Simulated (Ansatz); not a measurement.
## Single-point calculation of SnO

- system: SnO (4 atoms in the cell)
- method: DFT, r2SCAN, plane waves, PAW, no spin polarisation (Ansatz 0.2.0)

The structure was built on a prototype by a generator. The geometry comes from this level: r2SCAN.

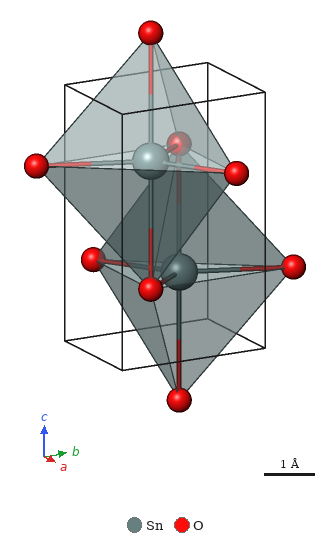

*The input geometry (polyhedral view of the cell of the calculation, seen slightly off an axis; polyhedra are completed across the faces of the cell).*

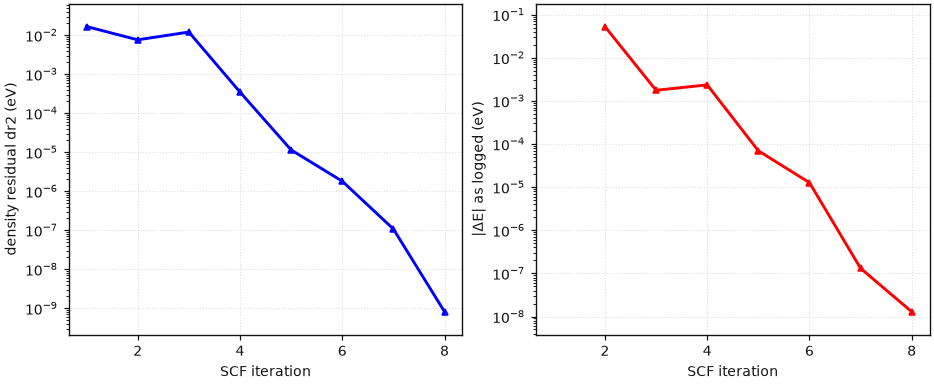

*Convergence of the self-consistent field: density residual dr2 and size of the energy change against the SCF iteration.*

The residual falls almost steadily, with no more than small rises.

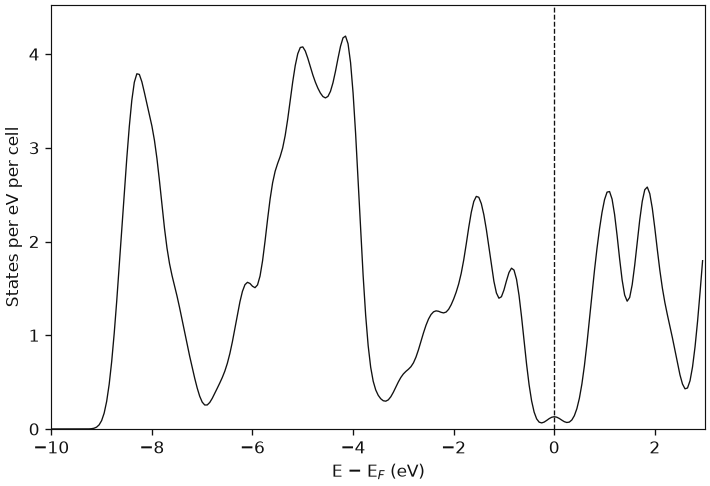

*Density of states (the curve is built from the levels of the k mesh with Gaussians 0.4 eV wide, which also blur the band edges), with energies from the Fermi level.*

Small ripples come from the finite k-point mesh.

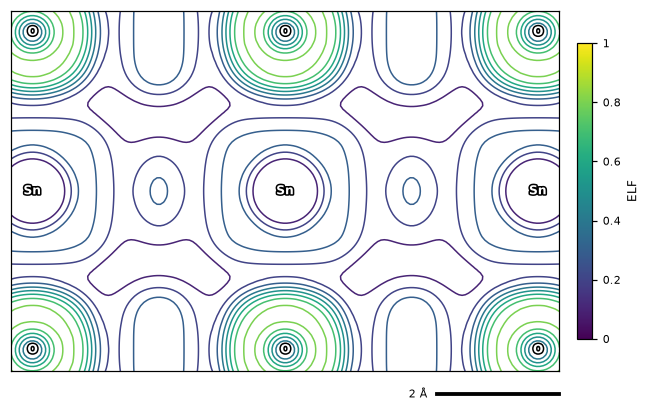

*ELF on the (100) plane of the conventional cell.*

Atoms in the plane: Sn and O. Sn–O (2.59 Å): the ELF is about 0.20 at the midpoint. Core electrons are frozen (PAW), so the fields are smoothed inside the atomic spheres.

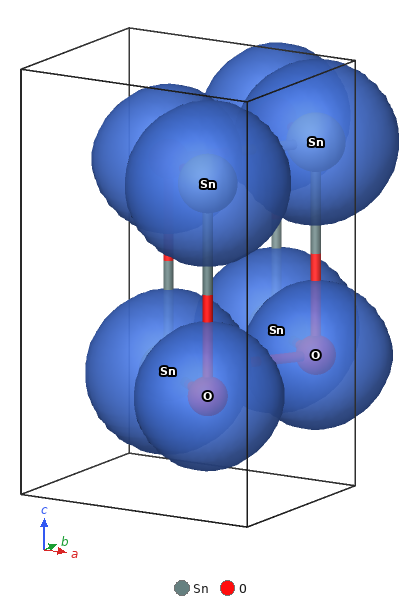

*Isosurface of the valence electron density at 0.5 e/Å³ (blue), seen slightly off an axis. Sticks mark near contacts. The outline is the cell set on symmetry axes.*

At this value the density breaks into separate islands; it holds about 80 % of the electrons treated as valence (semicore included). It is pinched off along the Sn–O (2.38 Å) and Sn–O (2.59 Å) contacts. On the grid the lowest density along these lines, outside the cores, is 0.35 e/Å³ (Sn–O, 2.38 Å) and 0.24 e/Å³ (Sn–O, 2.59 Å).

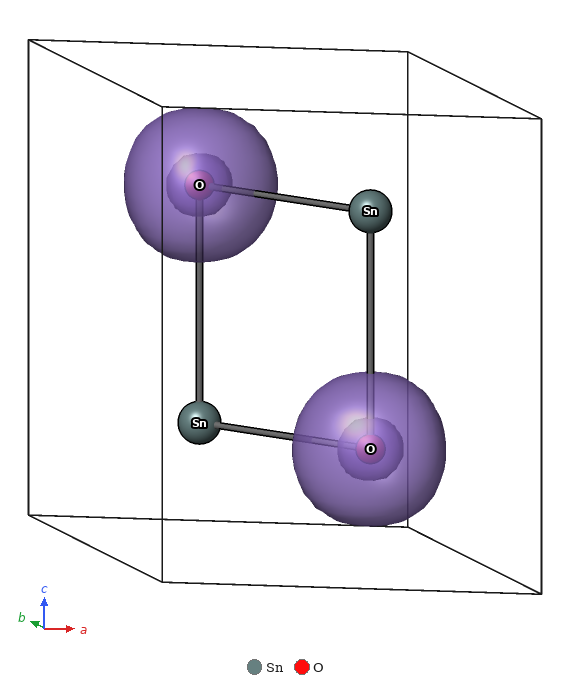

*Isosurface of the electron localisation function at 0.7 (purple), seen slightly off an axis. Only the valence region is drawn (cores and ρ < 0.01 e/Å³ removed). Sticks mark near contacts. The outline is the cell set on symmetry axes.*

Values along the shortest contacts: Sn–O (2.38 Å): the ELF is about 0.20 at the midpoint. Sn–O (2.59 Å): the ELF is about 0.20 at the midpoint.

The input that produced these results follows, with the program's output.

Input file:
```yaml
crystal:
  lattice:
    - [4.125499313, 0.0, 0.0]
    - [-2.0627496565, 3.5727872084, 0.0]
    - [0.0, 0.0, 5.1854029691]
  atoms:
    - { symbol: Sn, position: [0.3333333333, 0.6666666667, 0.25] }
    - { symbol: Sn, position: [0.6666666667, 0.3333333333, 0.75] }
    - { symbol: O, position: [0.6666666667, 0.3333333333, 0.25] }
    - { symbol: O, position: [0.3333333333, 0.6666666667, 0.75] }
kpoints:
  mp_grid: { grid: [6, 6, 4] }
hamiltonian:
  xc: r2scan
scf:
  occupations: { method: fixed }
  n_extra_bands: 5
output:
  forces: true
  stress: true
  eigenvalues: true
  write_density: true
  write_potential: true
  elf: true
  volumetric_format: npy
```

Command:
```bash
ansatz run input.yaml --threads 4 --pin off --max-ram 3686MiB --backend cpu --events-out ev --progress --plain --runs-dir out
```

The program's output:
```
scf.n_extra_bands = 5 over 20 filled bands (N_el = 40.0): the run solves 25 bands
Engine: ansatz 0.2.0, x86_64-unknown-linux-gnu
Pseudopotentials: kind: paw
Pseudopotential: Sn, paw, valence charge 14, recommended cutoff 500 eV (meta_gga), Sn.paw.azcp
Pseudopotential: O, paw, valence charge 6, recommended cutoff 500 eV (meta_gga), O.paw.azcp
Functional definition: r2SCAN
  parameter k0 = 0.174
  parameter k1 = 0.065
  parameter a1 = 4.9479
  exchange = r2scan_x(k0 = k0, k1 = k1, a1 = a1)
  correlation = r2scan_c
Crystal: 4 atoms, lattice volume = 76.430 Å³
Basis set: ecut = 500 eV, 1933 PW (Γ), exchange–correlation on 128×128×160 points (64 copies of the dense FFT grid, shifted against one another)
Bands: 25, of which v1, the nominal top of the filled ones, is band 20 counted from 1 (19 counted from 0)
Symmetry: 24 space group operations
Space group: P63/mmc (ITA 194), of the structure as read, at distance tolerance 4.2e-5 Å
k-points: 21 of 144
Non-local potential: Sn, projectors of the file, l = 0: 2, l = 1: 2, l = 2: 2, l = 3: 2
Non-local potential: O, projectors of the file, l = 0: 2, l = 1: 2, l = 2: 1
PAW form: soft (Blöchl's): semilocal exchange-correlation on the pseudo side does not see the compensation charge
PAW frozen core: Sn, regenerated for the run's functional (the file was generated under x = pbe(κ = 0.804, μ = 0.2195149727645171), c = pbe(β = 0.06672455060314922))
PAW frozen core: O, regenerated for the run's functional (the file was generated under x = pbe(κ = 0.804, μ = 0.2195149727645171), c = pbe(β = 0.06672455060314922))
PAW one-centre angular grid: Sn, 590 points (default); XC on 249 of its mesh's 2787 points in the sphere
PAW one-centre angular grid: O, 302 points (default); XC on 160 Gauss nodes
Initial density: superposition of atomic densities (neutral atoms: chi_scale 0, normalization atom), corrected by the library's trained network
Initial wavefunctions: pseudopotential atomic-orbital guess
Functional: x = r2scan, c = r2scan; τ floored in thin density (d = 2e-4 eV/Å³)
SCF iter   1: F=—  HF=-13212.085452 eV  |F-HF|=—  |Δ(HF+E_count)|=         —  Δρ=5.86e-3  dr2=1.66e-2  dr2_τ=5.24e-2  ethr=1.77e-3  ⟨swp⟩=5.0  Hψ=2041  notcnv=0  defer=59
preconditioner: auto → Resta (q_TF=auto, 2.449 Å⁻¹)  ε∞=3.1  [insulator: Δε(μ)=0.561 eV  Ē_g=18.409 eV  n_scr=22 (ndim 8)  ℏωp=26.9 eV  f_vac=0.059  ε∞_Penn≈3.1]
SCF iter   2: F=—  HF=-13212.138318 eV  |F-HF|=—  |Δ(HF+E_count)|=   5.29e-2  Δρ=3.44e-3  dr2=7.58e-3  dr2_τ=1.89e-4  ethr=4.16e-5  ⟨swp⟩=2.2  Hψ=1129  notcnv=0  defer=59
SCF iter   3: F=—  HF=-13212.140073 eV  |F-HF|=—  |Δ(HF+E_count)|=   1.76e-3  Δρ=4.12e-3  dr2=1.20e-2  dr2_τ=1.18e-3  ethr=1.89e-5  ⟨swp⟩=2.7  Hψ=797  notcnv=0  defer=60
SCF iter   4: F=—  HF=-13212.137727 eV  |F-HF|=—  |Δ(HF+E_count)|=   2.35e-3  Δρ=7.89e-4  dr2=3.47e-4  dr2_τ=1.85e-5  ethr=1.89e-5  ⟨swp⟩=2.0  Hψ=683  notcnv=0  defer=60
SCF iter   5: F=—  HF=-13212.137796 eV  |F-HF|=—  |Δ(HF+E_count)|=   6.97e-5  Δρ=1.30e-4  dr2=1.14e-5  dr2_τ=4.25e-7  ethr=8.67e-7  ⟨swp⟩=2.2  Hψ=718  notcnv=0  defer=60
SCF iter   6: F=—  HF=-13212.137809 eV  |F-HF|=—  |Δ(HF+E_count)|=   1.27e-5  Δρ=5.13e-5  dr2=1.80e-6  dr2_τ=1.61e-7  ethr=2.85e-8  ⟨swp⟩=2.0  Hψ=718  notcnv=0  defer=21
SCF iter   7: F=—  HF=-13212.137809 eV  |F-HF|=—  |Δ(HF+E_count)|=   1.31e-7  Δρ=1.05e-5  dr2=1.07e-7  dr2_τ=5.96e-9  ethr=4.51e-9  ⟨swp⟩=2.0  Hψ=651  notcnv=0  defer=21
SCF iter   8: F=-13212.137809 eV  HF=-13212.137809 eV  |F-HF|=2.07e-10  |Δ(HF+E_count)|=   1.29e-8  Δρ=8.97e-7  dr2=8.11e-10  dr2_τ=5.47e-11  ethr=2.50e-10  ⟨swp⟩=13.7  Hψ=3799  notcnv=0
SCF 1 converged in 8 iterations: F = -13212.137809 eV  dr2 = 8.11e-10
  greatest PAW one-centre occupation: 0.993 electrons in one spin orbital (limit 2), on the Sn atom at site 1 (counted from 0), in its partial waves of l = 2
SCF converged after 8 iterations
Free energy (F): -13212.137809 eV
Harris-Foulkes:  -13212.137809 eV  (|F-HF|=2.07e-10)
Internal energy: -13212.137809 eV  (E = F + TS)
E sigma→0 (E₀):  -13212.137809 eV
Fermi energy:    9.210878 eV
--- Per-component energies (eV) ---
  E_band       = -243.414515
  E_kinetic    = 718.819282
  E_local      = -2602.214775  (includes V_loc(G=0)·N_el)
  E_nonlocal   = 27.558427
  E_hartree    = 1395.828204
  E_xc         = -898.448354
  E_vxc        = -422.517343  (∫ρ·V_xc dr)
  E_paw        = -8627.030902  (= ΣΔE_a)
  E_vpaw       = -783.752566  (= ΣTr[D̂ρ^β])
  E_aug_tail   = 0.001967  (compensation charges beyond the density's cutoff)
  E_vtau       = 27.033964  (kinetic-family band-sum trace: ∫τ·v_τ [+ j·A + Jᵃ·Aᵃ] dr)
  E_ewald      = -3228.058417
  E_core_change = 1.406758  (= ΣΔE_core)
  E_smearing   = -0.000000  (= −TS)
  E_closure    = 0.000000  (closes the sum)
  Σ components = -13212.137809   (vs F -13212.137809, Δ=0.00e0)
--- Forces (eV/Å), atoms counted from 1 ---
  atom   1  Sn     0.00000000     0.00000000     0.00000000
  atom   2  Sn     0.00000000    -0.00000000     0.00000000
  atom   3  O     -0.00000000    -0.00000000     0.00000000
  atom   4  O      0.00000000     0.00000000     0.00000000
  max |Σ_I F_I| component: 3.33e-16 eV/Å
--- Stress (GPa, compression-positive) ---
        0.002946      -0.000000       0.000000
        0.000000       0.002946       0.000000
        0.000000       0.000000       0.019863
  P = ⅓ Tr σ = 0.0086 GPa (0.086 kbar)
--- Band table (eV; the first three rows and the last of 21) ---
  k-point 0: bands = ["-13.7776", "-13.5561", "-13.5561", "-13.4998", "-13.4998", "-13.4959", "-13.4959", "-13.4923", "-13.4713", "-13.4713", "-11.0807", "-10.0673", "2.3467", "2.4443", "4.2032", "4.2032", "4.5889", "5.0582", "5.0582", "5.3167", "12.4617", "12.5297", "12.5297", "13.4177", "13.4177"]
  k-point 1: bands = ["-13.7225", "-13.5566", "-13.5566", "-13.5179", "-13.5179", "-13.5164", "-13.4867", "-13.4867", "-13.4626", "-13.4626", "-10.9706", "-10.2521", "1.9047", "2.0491", "4.3416", "4.3416", "4.9516", "4.9516", "5.7340", "6.0939", "11.9495", "12.4769", "12.4769", "13.0984", "13.0984"]
  k-point 2: bands = ["-13.6043", "-13.6043", "-13.5450", "-13.5450", "-13.5450", "-13.5450", "-13.4672", "-13.4672", "-13.4672", "-13.4672", "-10.6483", "-10.6483", "1.6910", "1.6910", "4.6622", "4.6622", "4.6622", "4.6622", "6.9158", "6.9158", "11.9858", "11.9858", "12.6158", "12.6158", "12.6158"]
  k-point 20: bands = ["-13.6006", "-13.6006", "-13.5498", "-13.5498", "-13.5233", "-13.5233", "-13.4846", "-13.4846", "-13.4701", "-13.4701", "-10.3902", "-10.3902", "0.5691", "0.5691", "3.3127", "3.3127", "5.4168", "5.4168", "9.2109", "9.2109", "9.7868", "9.7868", "11.6358", "11.6358", "14.3204"]
```

File rho_z.tsv:
```
# z_ang	rho[e/angstrom^3]
# format = ansatz-planar-average/11
# lattice	4.125499313	0.000000000	0.000000000
# lattice	-2.062749657	3.572787208	0.000000000
# lattice	0.000000000	0.000000000	5.185402969
# sites	4
# site	50	0.000000000	2.381858139	1.296350742
# site	50	2.062749657	1.190929069	3.889052227
# site	8	2.062749657	1.190929069	1.296350742
# site	8	0.000000000	2.381858139	3.889052227
0.000000	8.956461e-2
0.129635	9.587646e-2
0.259270	1.162605e-1
0.388905	1.557794e-1
0.518540	2.252744e-1
0.648175	3.409434e-1
0.777810	5.212648e-1
0.907446	7.680294e-1
1.037081	1.039747e0
1.166716	1.256131e0
1.296351	1.338862e0
1.425986	1.256131e0
1.555621	1.039747e0
1.685256	7.680294e-1
1.814891	5.212648e-1
1.944526	3.409434e-1
2.074161	2.252744e-1
2.203796	1.557794e-1
2.333431	1.162605e-1
2.463066	9.587646e-2
2.592701	8.956461e-2
2.722337	9.587646e-2
2.851972	1.162605e-1
2.981607	1.557794e-1
3.111242	2.252744e-1
3.240877	3.409434e-1
3.370512	5.212648e-1
3.500147	7.680294e-1
3.629782	1.039747e0
3.759417	1.256131e0
3.889052	1.338862e0
4.018687	1.256131e0
4.148322	1.039747e0
4.277957	7.680294e-1
4.407593	5.212648e-1
4.537228	3.409434e-1
4.666863	2.252744e-1
4.796498	1.557794e-1
4.926133	1.162605e-1
5.055768	9.587646e-2
```

File v_z.tsv:
```
# z_ang	v_es[eV]	v_tot[eV]
# format = ansatz-planar-average/11
# xc	r2scan
# density_cutoff_ev	2000
# datasets	Sn=:simpson_from_first_knot:soft:shift=0	O=:simpson_from_first_knot:soft:shift=0
# lattice	4.125499313	0.000000000	0.000000000
# lattice	-2.062749657	3.572787208	0.000000000
# lattice	0.000000000	0.000000000	5.185402969
# sites	4
# site	50	0.000000000	2.381858139	1.296350742
# site	50	2.062749657	1.190929069	3.889052227
# site	8	2.062749657	1.190929069	1.296350742
# site	8	0.000000000	2.381858139	3.889052227
0.000000	9.804263e0	2.948956e0
0.129635	9.657438e0	2.670415e0
0.259270	9.164100e0	1.778711e0
0.388905	8.280576e0	2.776236e-1
0.518540	7.282930e0	-1.678657e0
0.648175	6.234621e0	-3.949525e0
0.777810	5.199304e0	-6.279967e0
0.907446	4.572713e0	-8.237807e0
1.037081	4.316325e0	-9.596358e0
1.166716	4.240148e0	-1.034438e1
1.296351	4.229221e0	-1.057594e1
1.425986	4.240148e0	-1.034438e1
1.555621	4.316325e0	-9.596358e0
1.685256	4.572713e0	-8.237807e0
1.814891	5.199304e0	-6.279967e0
1.944526	6.234621e0	-3.949525e0
2.074161	7.282930e0	-1.678657e0
2.203796	8.280576e0	2.776236e-1
2.333431	9.164100e0	1.778711e0
2.463066	9.657438e0	2.670415e0
2.592701	9.804263e0	2.948956e0
2.722337	9.657438e0	2.670415e0
2.851972	9.164100e0	1.778711e0
2.981607	8.280576e0	2.776236e-1
3.111242	7.282930e0	-1.678657e0
3.240877	6.234621e0	-3.949525e0
3.370512	5.199304e0	-6.279967e0
3.500147	4.572713e0	-8.237807e0
3.629782	4.316325e0	-9.596358e0
3.759417	4.240148e0	-1.034438e1
3.889052	4.229221e0	-1.057594e1
4.018687	4.240148e0	-1.034438e1
4.148322	4.316325e0	-9.596358e0
4.277957	4.572713e0	-8.237807e0
4.407593	5.199304e0	-6.279967e0
4.537228	6.234621e0	-3.949525e0
4.666863	7.282930e0	-1.678657e0
4.796498	8.280576e0	2.776236e-1
4.926133	9.164100e0	1.778711e0
5.055768	9.657438e0	2.670415e0
```

Key numbers:

```json
{"quantity": "outcome", "value": "converged"}
{"quantity": "space group (tolerance 0.01 Å)", "value": "P6₃/mmc (194)"}
{"quantity": "electrons treated", "value": "40"}
{"quantity": "free energy", "value": "−13212.1378 eV"}
{"quantity": "Fermi energy", "value": "9.211 eV"}
{"quantity": "gap on the k-point mesh", "value": "0.58 eV"}
{"quantity": "pressure", "value": "0.01 GPa"}
{"quantity": "largest force (length of the vector)", "value": "under 0.001 eV/Å"}
{"quantity": "hardware", "value": "4 threads of an x86-64 CPU, shared host"}
{"quantity": "wall time", "value": "4.4 s (CPU time 14 s)"}
{"quantity": "peak memory", "value": "0.58 GiB"}
```
